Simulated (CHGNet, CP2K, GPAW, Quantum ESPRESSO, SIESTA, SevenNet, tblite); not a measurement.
**tblite runs on twisted h-SiC/h-AlN monolayer on bilayer, 46.83° (114 atoms)**

Aim: run twisted h-SiC/h-AlN monolayer on bilayer, 46.83° (114 atoms) in tblite and see how near its forces come to a plane-wave reference, and at what cost.

Method: the method is named at each step, in tblite 0.8.0.

## 1. The starting structure

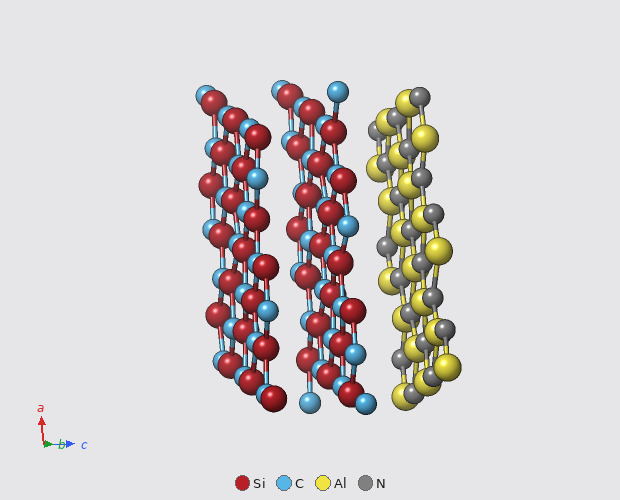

Start, viewed from the side, with the c axis across the page; silicon red, carbon blue, aluminium yellow, nitrogen grey. Bonds to atoms that aren't drawn are left out. Some periodic images of atoms are drawn too.

The cell holds 114 atoms: 38 Si, 38 C, 19 Al and 19 N. Its edges and angles: a = 13.578 Å, b = 13.578 Å, c = 18.580 Å, α = 90.0°, β = 90.0°, γ = 120.0°. It derives from SiC. H-SiC (a = 3.1 Å) under h-AlN (a = 3.13 Å), monolayer on bilayer, commensurate cell of 19 unit cells a layer, twist 46.83 deg, both strained to the mean lattice constant; facing planes 3.19, 3.39 Å apart; 12 Å of vacuum; layers as built, displaced by a Gaussian of 0.01 Å. Then every atom was moved at random, 0.05 Å r.m.s. a Cartesian component. Regions: layer 1, 38 atoms (19 Si and 19 C); layer 2, 38 atoms (19 Si and 19 C); layer 3, 38 atoms (19 Al and 19 N). Vacuum lies along c.

The yardstick, on the same geometry:

| Quantity | Value |
| --- | --- |
| method | Kohn-Sham DFT, PBE, SSSP efficiency 1.3.0 pseudopotentials, plane waves (Quantum ESPRESSO 7.5); sssp-pbe-1.3.0-efficiency, cutoffs 60/480 Ry, Γ point |
| r.m.s. force component | 1.783 eV/Å |
| longest force | 8.011 eV/Å |
| gap (highest filled to lowest empty level) | 2.044 eV |
| time | 15 min on 4 MPI ranks of Arm Neoverse V1, shared host |
| CPU time | 60 min |

## 2. GFN1-xTB

Method: GFN1-xTB tight binding, diagonalisation.

run.py

```python
import numpy as np
from ase.io import read
from tblite.ase import TBLite

atoms = read("structure.xyz")
atoms.calc = TBLite(method="GFN1-xTB", electronic_temperature=580, accuracy=1.0, max_iterations=250, mixer_damping=0.4, verbosity=1)
energy = atoms.get_potential_energy()
forces = atoms.get_forces()
print(f"energy {energy:.6f} eV")
print("forces (eV/A)")
for i, (a, f) in enumerate(zip(atoms, forces)):
    print(f"{i:4d} {a.symbol:2s} {f[0]:10.5f} {f[1]:10.5f} {f[2]:10.5f}")
print("charges (e)")
print(np.array2string(atoms.get_charges(), precision=4, suppress_small=True, max_line_width=110, threshold=100000))
```

structure.xyz

```xyz
114
Lattice="13.57800 0.00000 0.00000 -6.78900 11.75889 0.00000 0.00000 0.00000 18.58000" Properties=species:S:1:pos:R:3 pbc="T T T"
Si -2.80942 9.11149 6.04277
C -1.73486 7.68326 5.97087
Si 3.59328 0.46354 5.92535
C -2.14560 10.77655 5.94058
Si 0.71841 1.66765 5.99892
C 1.74600 0.17921 6.00468
Si 0.39777 4.81280 6.12174
C 1.39249 3.29590 5.93166
Si -0.03646 7.83013 5.99075
C 1.10471 6.39002 5.93241
Si -0.32146 10.89614 5.99354
C 0.69329 9.43016 5.96808
Si 3.31330 3.43571 5.99298
C 4.23919 2.09708 5.91903
Si 2.89483 6.60803 6.04407
C 3.96321 5.20178 6.07993
Si 2.48858 9.65852 6.03701
C 3.62200 8.24545 5.95229
Si 8.89542 1.05677 5.99744
C 3.28289 11.35721 5.88837
Si 5.99822 2.29628 5.98183
C 7.10279 0.82359 5.94077
Si 5.72116 5.41861 6.00766
C 6.75818 3.87079 5.99168
Si 5.33140 8.48898 5.95991
C 6.30725 7.07391 6.01918
Si 4.94348 11.59568 6.00896
C 6.12252 10.15298 5.98536
Si 8.53561 4.12960 5.99595
C 9.57154 2.69090 5.96864
Si 8.17280 7.21961 6.00506
C 9.16644 5.82030 5.99428
Si -5.70038 10.31196 5.95526
C -4.67524 8.84563 5.96418
Si 11.43390 2.87387 6.03144
C 12.54689 1.48750 6.01936
Si -2.42720 5.88579 5.98034
C -1.45780 4.57339 5.96418
Si -2.13317 10.73105 9.20416
C -1.10892 9.26859 9.10513
Si 4.31957 2.09520 9.15938
C 5.34002 0.62028 9.17796
Si 1.50295 3.34352 9.20360
C 2.54703 1.80393 9.18186
Si 1.08875 6.34357 9.29093
C 2.11511 4.94308 9.25693
Si 0.66973 9.51894 9.10383
C 1.81789 8.04085 9.16068
Si 7.12872 0.82524 9.23426
C 1.38061 11.06206 9.25303
Si 3.91467 5.18167 9.26473
C 4.96982 3.69888 9.09454
Si 3.53788 8.28720 9.13820
C 4.64415 6.77982 9.27012
Si 3.13917 11.43517 9.15734
C 4.28990 9.84207 9.23222
[... 54 atom lines left out ...]
Al 10.24100 3.51461 12.54856
N 9.53325 5.08925 12.57569
Al 8.24782 8.42783 12.48576
N 7.49770 10.16685 12.59111
```

Run with:

```console
$ OMP_NUM_THREADS=1 python run.py > output.txt
```

Output:

```text
------------------------------------------------------------
  cycle        total energy    energy error   density error
------------------------------------------------------------
      1     -226.6883858029  -2.2950510E+02   9.6343209E-01
      2     -232.1452170357  -5.4568312E+00   4.2528090E-01
      3     -232.8304610341  -6.8524400E-01   3.6080477E-01
      4     -224.3923235934   8.4381374E+00   2.6403497E-01
      5     -234.4392469889  -1.0046923E+01   5.9471270E-02
      6     -234.5756661843  -1.3641920E-01   3.6753690E-02
      7     -234.6440124067  -6.8346222E-02   2.6056659E-02
      8     -234.7033091784  -5.9296772E-02   1.3276324E-02
      9     -234.7112248148  -7.9156363E-03   8.8007963E-03
     10     -234.7182434548  -7.0186400E-03   3.4383936E-03
     11     -234.7187453886  -5.0193381E-04   1.4332671E-03
     12     -234.7188556918  -1.1030326E-04   1.0720753E-03
     13     -234.7189700229  -1.1433112E-04   6.0945724E-04
     14     -234.7189786861  -8.6631727E-06   4.1713299E-04
     15     -234.7189955772  -1.6891063E-05   1.1894343E-04
     16     -234.7189964644  -8.8719332E-07   6.2092722E-05
     17     -234.7189965625  -9.8080108E-08   3.4626287E-05
     18     -234.7189966914  -1.2893807E-07   1.1143393E-05
------------------------------------------------------------
 total:                                   7.350 sec
energy -6387.029226 eV
forces (eV/A)
   0 Si   -1.86520   -0.35236   -0.33703
   1 C    -3.21959   -2.19411   -0.17287
   2 Si   -2.00836   -1.65258    0.03252
   3 C     0.67058   -0.22385   -0.12675
   4 Si    0.84991   -0.69079   -0.15263
   5 C     1.86388    1.54521   -0.30249
   6 Si   -1.12326   -2.34763   -0.46606
   7 C     1.99167    1.32949    0.15424
   8 Si    2.70198   -1.24367   -0.19355
   9 C     0.21080    1.80736   -0.08484
  10 Si   -0.95257    0.75010   -0.25035
  11 C     1.15929    1.09098   -0.10007
  12 Si   -5.61599    6.87791    0.19497
  13 C     3.30164   -4.28234   -0.58174
  14 Si   -0.75994    0.23405   -0.23681
  15 C    -0.77225   -2.11812   -0.26575
  16 Si    0.59382    1.03094   -0.46597
  17 C    -2.43047    0.35990   -0.09788
  18 Si    0.22812   -1.54018   -0.33675
  19 C    -5.14627   -0.69271    0.01358
  20 Si    1.39754   -1.59997   -0.16515
  21 C     0.00645    0.34891   -0.04855
  22 Si    0.54879   -1.81150   -0.10684
  23 C    -0.18075    2.07259   -0.21111
[...]
106 Al   -4.67668    0.02526    0.07770
 107 N     1.41623    0.46538    0.20246
 108 Al    0.28568   -2.83379    0.01280
 109 N    -1.37009    2.75710    0.02929
 110 Al    2.95423    0.28204   -0.09517
 111 N     0.80706    2.38480    0.06590
 112 Al   -0.19083    0.16075   -0.02800
 113 N    -0.82362   -2.21273    0.23796
charges (e)
[ 0.1825 -0.1756  0.1857 -0.1761  0.1482 -0.1721  0.1861 -0.1897  0.1602 -0.1793  0.1757 -0.169   0.1843
 -0.152   0.1708 -0.18    0.2005 -0.1704  0.1722 -0.1767  0.1849 -0.1838  0.173  -0.1757  0.1466 -0.1654
  0.1572 -0.1778  0.1612 -0.1749  0.1503 -0.1772  0.1327 -0.1744  0.1952 -0.1688  0.1837 -0.1667  0.187
 -0.1981  0.1742 -0.2008  0.205  -0.1985  0.2068 -0.1847  0.1883 -0.2083  0.1931 -0.19    0.2061 -0.2071
  0.1665 -0.2032  0.2153 -0.2013  0.2062 -0.1878  0.1611 -0.2025  0.2123 -0.1975  0.1856 -0.1915  0.2098
 -0.1974  0.1955 -0.2095  0.2084 -0.1919  0.1844 -0.1983  0.1671 -0.204   0.1846 -0.2029  0.5051 -0.4972
  0.5411 -0.5064  0.5055 -0.4985  0.5045 -0.4956  0.4985 -0.4957  0.5178 -0.5079  0.5136 -0.5191  0.519
 -0.5091  0.5074 -0.5016  0.5301 -0.5036  0.5236 -0.5005  0.5198 -0.5082  0.5161 -0.5072  0.5154 -0.5182
  0.5175 -0.5154  0.5269 -0.5098  0.5125 -0.5041  0.5243 -0.5112  0.4864 -0.5032]
```

Run time: 8 s. Hardware: 1 thread of Arm Neoverse V1, shared host; peak memory 0.16 GiB.

Banners, paths, timers and routine set-up lines are dropped from the logs unmarked, and long logs keep their key lines alone; longer cuts are marked.

Against the reference:

```
r.m.s. force component                  : 1.794 eV/Å
r.m.s. difference of force components   : 345.9 meV/Å
longest difference of force vectors     : 1558 meV/Å
force difference over r.m.s. force      : 19.41 %
slope of forces against the reference's : 0.9876
correlation of force components         : 0.9813
```

Length of the force difference by element (eV/Å):

| element | atoms | mean | most |
| --- | --- | --- | --- |
| Al | 19 | 0.71 | 1.4 |
| C | 38 | 0.38 | 1.6 |
| N | 19 | 0.61 | 1.0 |
| Si | 38 | 0.51 | 1.5 |

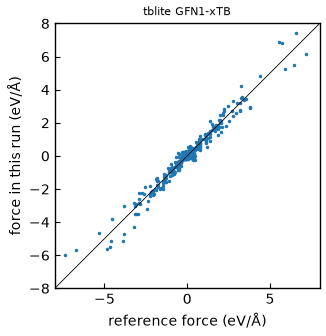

Force components against those of the reference; the line marks equality.

Local excerpt of 10 atoms (numbers count through the whole input) about Si13, which bears the longest force; x, y, z are measured from there.

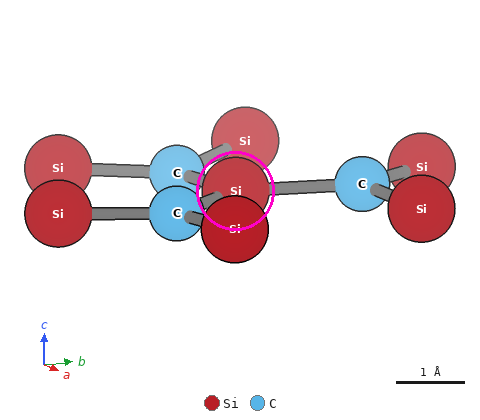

The atoms of the table, within 3.2 Å (arrows a, b, c point along x, y, z); some may hide others; the central atom is ringed.

| atom | x | y | z | distance (Å) | Mulliken charge (e) | Fx | Fy | Fz (eV/Å) |
| --- | --- | --- | --- | --- | --- | --- | --- | --- |
| Si13 | 0.00 | 0.00 | 0.00 | 0.00 | 0.18 | -5.62 | 6.88 | 0.19 |
| C14 | 0.93 | -1.34 | -0.07 | 1.63 | -0.15 | 3.30 | -4.28 | -0.58 |
| C16 | 0.65 | 1.77 | 0.09 | 1.88 | -0.18 | -0.77 | -2.12 | -0.27 |
| C8 | -1.92 | -0.14 | -0.06 | 1.93 | -0.19 | 1.99 | 1.33 | 0.15 |
| Si21 | 2.68 | -1.14 | -0.01 | 2.92 | 0.18 | 1.40 | -1.60 | -0.17 |
| Si3 | 0.28 | -2.97 | -0.07 | 2.99 | 0.19 | -2.01 | -1.65 | 0.03 |
| Si23 | 2.41 | 1.98 | 0.01 | 3.12 | 0.17 | 0.55 | -1.81 | -0.11 |
| Si5 | -2.59 | -1.77 | 0.01 | 3.14 | 0.15 | 0.85 | -0.69 | -0.15 |
| Si15 | -0.42 | 3.17 | 0.05 | 3.20 | 0.17 | -0.76 | 0.23 | -0.24 |
| Si7 | -2.92 | 1.38 | 0.13 | 3.23 | 0.19 | -1.12 | -2.35 | -0.47 |

Atoms are counted from 1 here, from 0 in the log.

Forces lie 19 % from the reference's, at 0.0022 times its CPU time (on 1 against 4 cores).

## 3. Summary of results

```yaml
force_difference_from_the_reference: tblite GFN1-xTB, 19 %
its_cpu_time: 8 s
```

**Reading.** Tight binding differs by 19 % (tblite GFN1-xTB); it is another model, with fitted parameters of its own, and the xTB methods hold dispersion. One electronic-structure run takes under half the reference's CPU time: tblite GFN1-xTB, at 19 % in 8 s against 60 min. Periodic xTB results under one method name differ between programs and library versions. The reference's PBE has no dispersion term, which matters for the binding between molecules or layers. The electronic-structure runs sample only Γ, in a cell whose shortest periodic width is 12 Å.

[Also dropped from logs without a mark: logging warnings of Python, and SIESTA's first energy breakdown and zero terms.]

[Logs are printed without paths, hosts, clocks, repeated set-up lines and the standing remarks that a program may print on its own settings, such as how far it seeks lower states.]

[Hosts, paths, dates, database ids (printed as entryN), source tags and the programs' standing remarks are cut or masked in the printed files.]
